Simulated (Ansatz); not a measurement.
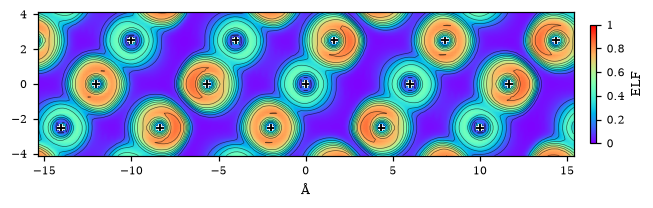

The electron localisation function on a plane through atoms (crosses mark nuclei in the plane).

Level of theory: Ansatz, DFT PBEsol, scalar-relativistic, plane waves, PAW.

Candidates:
A. Bi2Se3, a = 4.34 Å, b = 4.34 Å, c = 30.05 Å, α = 90.00°, β = 90.00°, γ = 120.00°. Space group R-3m; changed on purpose from its base cell (strain +0.050 along x and y, +0.050 along z, atoms carried along); not relaxed (largest force 0.9 eV/Å); computed pressure about −7 GPa in this cell.
B. WS2 (slab), a = 3.15 Å, b = 12.69 Å, c = 24.99 Å, α = 90.00°, β = 90.00°, γ = 90.00°. 

**Which system is this?**

Candidate A: Bi2Se3 on the (110) plane of the conventional cell, which holds Bi and Se. Bi–Se (3.00 Å): the ELF is about 0.45 at the midpoint and 0.35 at its lowest between the atoms. Bi–Se (3.21 Å): the ELF is about 0.30 at the midpoint.
